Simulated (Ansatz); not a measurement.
GaN

Input

```
crystal:
  lattice:
    - [3.1799996605, 0.0, 0.0]
    - [-1.5899998303, 2.7815000949, 0.0]
    - [0.0, 0.0, 5.166]
  atoms:
    - { symbol: Ga, position: [0.3333333333, 0.6666666667, 0.0] }
    - { symbol: Ga, position: [0.6666666667, 0.3333333333, 0.5] }
    - { symbol: "N", position: [0.3333333333, 0.6666666667, 0.375] }
    - { symbol: "N", position: [0.6666666667, 0.3333333333, 0.875] }
basis:
  ecutwfc: 500
kpoints:
  mp_grid: { grid: [12, 12, 6] }
hamiltonian:
  xc: r2scan
scf:
  occupations: { method: gaussian, width: 0.05 }
output:
  forces: true
  stress: true
  eigenvalues: true
  write_density: true
  write_potential: true
  elf: true
  volumetric_format: npy
```

Command:

```sh
ansatz run input.yaml --threads 1 --pin off --max-ram 2560MiB --backend cpu --events-out ev --progress --plain --runs-dir out
```

Below, planes, directions and counts refer to the conventional cell (a = 3.18 Å, b = 5.56 Å, c = 5.17 Å, α = 90.00°, β = 90.00°, γ = 90.00°).

Space group Cmc2₁; changed on purpose from its base cell (strain +0.0100 x Voigt [0, 1, 0, 0, 0, 0], atoms carried along).

These are results of DFT r2SCAN, scalar-relativistic, plane waves, PAW (Ansatz 0.2.0), not measurements.

Q: What can the converged valence pseudo-density and electron localisation function tell about the bonding?

A: Ga–N (1.94 Å): ρ is about 0.78 e/Å³ halfway; the ELF peaks at about 0.85 in the valence shell of N, 0.7 Å from its nucleus, and is about 0.50 at the midpoint.

Q: Metal or insulator at this level of theory?

A: It is gapped, with a Kohn–Sham gap of 2.3 eV on the k-point mesh, an upper bound to the gap of this method.

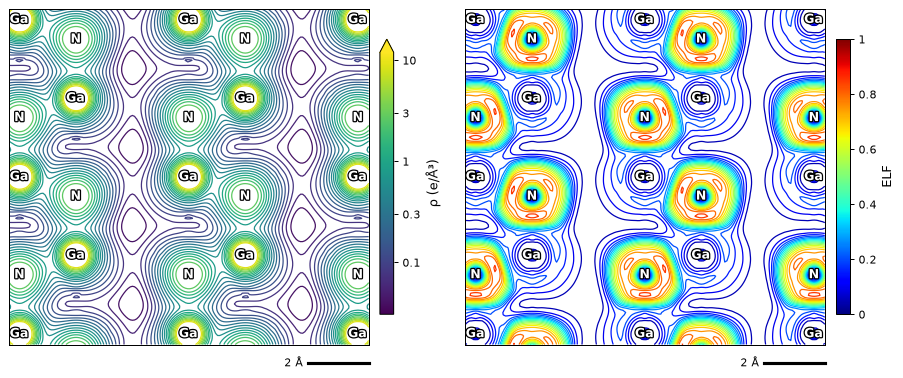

Computed valence pseudo-density and electron localisation function on the (100) plane of the conventional cell, in this order. 

The density is the valence pseudo-density of a PAW calculation; it isn't the true density close to the nuclei.
